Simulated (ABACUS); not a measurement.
Si: single-point calculation at one volume of an equation of state (part 1 of 2)

Si (P6₃/mmc, 4 atoms in the cell), computed with Kohn-Sham DFT of a periodic cell, PBEsol, PseudoDojo NC SR 0.4.1 PBEsol standard, no spin polarisation (ABACUS 3.10.1).

The structure derives from a Materials Project entry. It belongs to a series of runs on one base structure; here: volume scaled by 0.98.

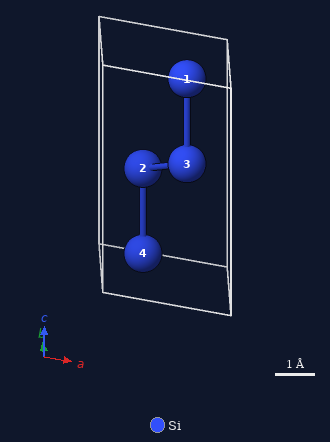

**Figure 1.** The structure as given in the input (ball-and-stick view of the cell of the calculation, seen at an oblique angle; atoms are numbered from 1 in the order of the input). An atom can appear more than once, as a periodic image.

## Results in brief

| quantity | value |
| --- | --- |
| outcome | converged |
| space group (tolerance 0.01 Å) | P6₃/mmc (194) |
| electrons treated | 16 |
| free energy | −460.5353 eV |
| Fermi energy | 6.722 eV |
| gap on the k-point mesh | 0.26 eV |
| pressure | 1.35 GPa |
| largest force (length of the vector) | 0.001 eV/Å |
| hardware | 4 threads of Intel Xeon (Sapphire Rapids), 32 GiB of memory available, shared host |
| wall time | 5.8 s (CPU time 23 s) |
| peak memory | 0.24 GiB |

## The input
```
INPUT_PARAMETERS
suffix              Si
calculation         scf
basis_type          pw
pseudo_dir          ./
symmetry            1
dft_functional      pbesol
ecutwfc             36
pseudo_rcut         7
nspin               1
nbands              12
ks_solver           dav
smearing_method     fd
smearing_sigma      0.00367493
scf_thr             1e-08
scf_nmax            100
mixing_type         broyden
mixing_beta         0.7
cal_force           1
cal_stress          1
kpar                4
```

## File STRU
```
ATOMIC_SPECIES
Si 28.0850 Si.upf

LATTICE_CONSTANT
1.8897261246

LATTICE_VECTORS
3.8056031457 0.0000000000 0.0000000000
-1.9028015729 3.2957490010 0.0000000000
0.0000000000 0.0000000000 6.2901199008

ATOMIC_POSITIONS
Direct

Si
0.0
4
0.6666666667 0.3333333333 0.9369905000 1 1 1
0.3333333333 0.6666666667 0.4369905000 1 1 1
0.6666666667 0.3333333333 0.5630095000 1 1 1
0.3333333333 0.6666666667 0.0630095000 1 1 1
```

## File KPT
```
K_POINTS
0
Gamma
8 8 4 0 0 0
```

Launched with:
```bash
OMP_NUM_THREADS=1 mpirun -np 4 abacus > log
```

## The program's output
```
ABACUS v3.10.1

               Atomic-orbital Based Ab-initio Computation at UStc

 ------------------------------------------------------------------------------------

 READING GENERAL INFORMATION
                           global_out_dir = OUT.Si/
                           global_in_card = INPUT
                               pseudo_dir = ./
                              orbital_dir =
                                    DSIZE = 4
                                    GSIZE = 1

 READING UNITCELL INFORMATION
                                    ntype = 1
                  lattice constant (Bohr) = 1.88973
              lattice constant (Angstrom) = 1

 READING ATOM TYPE 1
                               atom label = Si
                      L=0, number of zeta = 1
                      L=1, number of zeta = 1
                      L=2, number of zeta = 1
             number of atom for this type = 4

                        TOTAL ATOM NUMBER = 4
DIRECT COORDINATES
    atom                   x                   y                   z     mag                  vx                  vy                  vz
taud_Si1            0.6666666667        0.3333333333        0.9369905000  0.0000        0.0000000000        0.0000000000        0.0000000000
taud_Si2            0.3333333333        0.6666666667        0.4369905000  0.0000        0.0000000000        0.0000000000        0.0000000000
taud_Si3            0.6666666667        0.3333333333        0.5630095000  0.0000        0.0000000000        0.0000000000        0.0000000000
taud_Si4            0.3333333333        0.6666666667        0.0630095000  0.0000        0.0000000000        0.0000000000        0.0000000000

                          Volume (Bohr^3) = 532.394
                             Volume (A^3) = 78.8926

 Lattice vectors: (Cartesian coordinate: in unit of a_0)
              +3.8056                  +0                  +0
              -1.9028            +3.29575                  +0
                   +0                  +0            +6.29012
 Reciprocal vectors: (Cartesian coordinate: in unit of 2 pi/a_0)
             +0.26277           +0.151711                  -0
                   -0           +0.303421                  -0
                   +0                  -0           +0.158979
 The esolver type has been set to : ksdft_pw

                PAO radial cut off (Bohr) = 7

 Read in pseudopotential file is Si.upf
                     pseudopotential type = NC
          exchange-correlation functional = PBESOL
                 nonlocal core correction = 1
                        valence electrons = 4
                                     lmax = 2
                           number of zeta = 2
                     number of projectors = 6
                           L of projector = 0
                           L of projector = 0
                           L of projector = 1
                           L of projector = 1
                           L of projector = 2
                           L of projector = 2
     initial pseudo atomic orbital number = 16

 SETUP THE ELECTRONS NUMBER
            electron number of element Si = 4
      total electron number of element Si = 16
            AUTOSET number of electrons:  = 16
                           occupied bands = 8
                                   NBANDS = 12
                                   NLOCAL = 36

 SETUP THE PLANE WAVE BASIS
 energy cutoff for charge/potential (unit:Ry) = 144
            fft grid for charge/potential = [ 27, 27, 45 ]
                        fft grid division = [ 1, 1, 1 ]
        big fft grid for charge/potential = [ 27, 27, 45 ]
                                     nbxx = 32805
                                     nrxx = 32805

 SETUP PLANE WAVES FOR CHARGE/POTENTIAL
                    number of plane waves = 15555
                         number of sticks = 511

 PARALLEL PW FOR CHARGE/POTENTIAL
     PROC   COLUMNS(POT)             PW
        1            511          15555
 --------------- sum -------------------
        1            511          15555
                            number of |g| = 810
                                  max |g| = 13.0244
                                  min |g| = 0

----------- Double Check Mixing Parameters Begin ------------
mixing_type: broyden
mixing_beta: 0.7
mixing_gg0: 1
mixing_gg0_min: 0.1
mixing_ndim: 8
----------- Double Check Mixing Parameters End ------------

 LATTICE VECTORS: (CARTESIAN COORDINATE: IN UNIT OF A0)
              +3.8056                  +0                  +0
              -1.9028            +3.29575                  +0
                   +0                  +0            +6.29012
                       right hand lattice = 1
                                   NORM_A = 3.8056
                                   NORM_B = 3.8056
                                   NORM_C = 6.29012
                           ALPHA (DEGREE) = 90
                           BETA  (DEGREE) = 90
                           GAMMA (DEGREE) = 120

 The lattice vectors have been changed (STRU_SIMPLE.cif)

(for optimal symmetric configuration:)
                             BRAVAIS TYPE = 4
                     BRAVAIS LATTICE NAME = 04. Hexagonal cell
                                    ibrav = 4
                                    IBRAV = 4
                                  BRAVAIS = HEXAGONAL CELL
                       LATTICE CONSTANT A = 3.8056
                                C/A RATIO = 1.65286
Original cell was already a primitive cell.
                        ROTATION MATRICES = 24
              PURE POINT GROUP OPERATIONS = 12
                   SPACE GROUP OPERATIONS = 24
                                       C2 = 3
                                       C3 = 2
                                       C4 = 0
                                       C6 = 0
                                       S1 = 3
                                       S3 = 0
                                       S4 = 0
                                       S6 = 2
                              POINT GROUP = D_3d
                                       C2 = 7
                                       C3 = 2
                                       C4 = 0
                                       C6 = 2
                                       S1 = 7
                                       S3 = 2
                                       S4 = 0
                                       S6 = 2
               POINT GROUP IN SPACE GROUP = D_6h

 SETUP K-POINTS
                                    nspin = 1
                   Input type of k points = Monkhorst-Pack(Gamma)
                                   nkstot = 256
                       right hand lattice = 1
(for reciprocal lattice: )
                             BRAVAIS TYPE = 4
                     BRAVAIS LATTICE NAME = 04. Hexagonal cell
                                    ibrav = 4
                       right hand lattice = 1
(for k-lattice: )
                             BRAVAIS TYPE = 4
                     BRAVAIS LATTICE NAME = 04. Hexagonal cell
                                    ibrav = 4
                       right hand lattice = 1
                        ROTATION MATRICES = 24
                               nkstot_ibz = 30
K-POINTS REDUCTION ACCORDING TO SYMMETRY
     IBZ    DIRECT_X    DIRECT_Y    DIRECT_Z  WEIGHT  ibz2bz
       1  0.00000000  0.00000000  0.00000000  0.0039       0
       2 -0.12500000  0.12500000  0.00000000  0.0234       1
       3 -0.25000000  0.25000000  0.00000000  0.0234       2
       4 -0.37500000  0.37500000  0.00000000  0.0234       3
       5  0.50000000  0.50000000  0.00000000  0.0117       4
       6 -0.12500000  0.25000000  0.00000000  0.0234       9
       7 -0.25000000  0.37500000  0.00000000  0.0469      10
       8  0.50000000  0.37500000  0.00000000  0.0469      11
       9  0.50000000  0.25000000  0.00000000  0.0234      18
      10  0.37500000  0.37500000  0.00000000  0.0234      19
      11  0.00000000  0.00000000  0.25000000  0.0078      64
      12 -0.12500000  0.12500000  0.25000000  0.0469      65
      13 -0.25000000  0.25000000  0.25000000  0.0469      66
      14 -0.37500000  0.37500000  0.25000000  0.0469      67
      15  0.50000000  0.50000000  0.25000000  0.0234      68
      16 -0.12500000  0.25000000  0.25000000  0.0469      73
      17 -0.25000000  0.37500000  0.25000000  0.0938      74
      18  0.50000000  0.37500000  0.25000000  0.0938      75
      19  0.50000000  0.25000000  0.25000000  0.0469      82
      20  0.37500000  0.37500000  0.25000000  0.0469      83
      21  0.00000000  0.00000000  0.50000000  0.0039     128
      22 -0.12500000  0.12500000  0.50000000  0.0234     129
      23 -0.25000000  0.25000000  0.50000000  0.0234     130
      24 -0.37500000  0.37500000  0.50000000  0.0234     131
      25  0.50000000  0.50000000  0.50000000  0.0117     132
      26 -0.12500000  0.25000000  0.50000000  0.0234     137
      27 -0.25000000  0.37500000  0.50000000  0.0469     138
      28  0.50000000  0.37500000  0.50000000  0.0469     139
      29  0.50000000  0.25000000  0.50000000  0.0234     146
      30  0.37500000  0.37500000  0.50000000  0.0234     147

                               nkstot now = 30
[... K-POINTS DIRECT COORDINATES: 30 rows ...]

           k-point number in this process = 8
       minimum distributed K point number = 7
[... stars of the k points ...]

[... K-POINTS CARTESIAN COORDINATES: 8 rows ...]

[... K-POINTS DIRECT COORDINATES: 8 rows ...]

 SETUP PLANE WAVES FOR WAVE FUNCTIONS
     energy cutoff for wavefunc (unit:Ry) = 36
              fft grid for wave functions = [ 27, 27, 45 ]
                    number of plane waves = 2901
                         number of sticks = 163

 PARALLEL PW FOR WAVE FUNCTIONS
     PROC   COLUMNS(POT)             PW
        1            163           2901
 --------------- sum -------------------
        1            163           2901

 SETUP NONLOCAL PSEUDOPOTENTIALS IN PLANE WAVE BASIS
 Si non-local projectors:
 projector 1 L=0
 projector 2 L=0
 projector 3 L=1
 projector 4 L=1
 projector 5 L=2
 projector 6 L=2
      TOTAL NUMBER OF NONLOCAL PROJECTORS = 72

 Init Non-Local PseudoPotential table :
 Init Non-Local-Pseudopotential done.

                                     npwx = 1951

 Make real space PAO into reciprocal space.
       max mesh points in Pseudopotential = 701
     dq(describe PAO in reciprocal space) = 0.01
                                    max q = 724

 number of pseudo atomic orbitals for Si is 2
WARNING: norm of atomic wavefunction # 1 of atomic type Si is 0.999877, renormalized
WARNING: norm of atomic wavefunction # 2 of atomic type Si is 0.99628, renormalized

 -------------------------------------------
 SELF-CONSISTENT
 -------------------------------------------
                                 init_chg = atomic

 PW ALGORITHM --------------- ION=   1  ELEC=   1--------------------------------
 Notice: Threshold on eigenvalues was too large.
 hsover_error=0.16 > DRHO=0.110825
 Origin diag ethr = 0.01
 New diag ethr = 0.000692657
```
